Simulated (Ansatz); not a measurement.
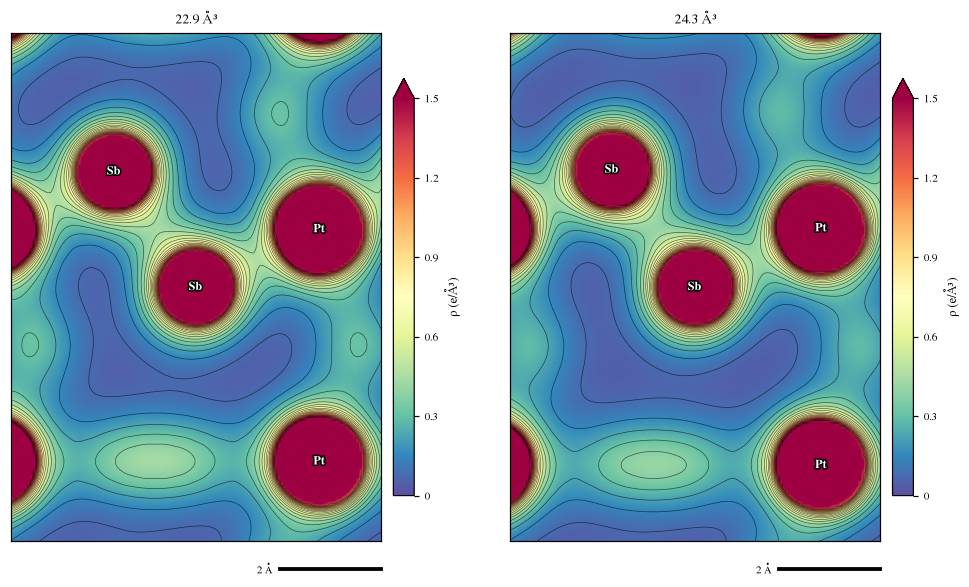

Sb2Pt. The valence pseudo-density of cells scaled evenly to different volumes (given per atom above each panel), on the (101) plane of each (indices in the axes of the cell below), at one length scale and on one colour scale.

These are results of DFT r2SCAN, scalar-relativistic, plane waves, PAW (Ansatz 0.2.0), not measurements.

In a PAW calculation such maps are meaningful between the atoms, not at the nuclei.

The largest cell:

```
Sb Pt
1.0
     6.63217    0.00000    0.00000
     0.00000    6.63217    0.00000
     0.00000    0.00000    6.63217
Sb Pt
8 4
Direct
  0.37597 0.37597 0.37597
  0.12403 0.62403 0.87597
  0.87597 0.12403 0.62403
  0.62403 0.87597 0.12403
  0.62403 0.62403 0.62403
  0.87597 0.37597 0.12403
  0.12403 0.87597 0.37597
  0.37597 0.12403 0.87597
  0.00000 0.00000 0.00000
  0.50000 0.00000 0.50000
  0.50000 0.50000 0.00000
  0.00000 0.50000 0.50000
```

| volume (Å³/atom) | Sb–Pt contact in the plane (Å) | ρ at its midpoint (e/Å³) | pressure (GPa) | 
| --- | --- | --- | --- |
| 22.93 | 2.698 | 0.463 | 0.0 | 
| 23.62 | 2.725 | ? | ? | 
| 24.31 | 2.752 | 0.424 | −5.9 | 

### Estimate the missing row, and compare with the calculation.

Over the known rows ln ρ falls by 1.63 per Å of Sb–Pt distance (the line through the two), which gives 0.443 e/Å³ at 2.725 Å; the calculation gives 0.443 e/Å³. For the pressure, a straight line in volume between the neighbouring rows gives −3.0 GPa; the calculation gives −3.2.
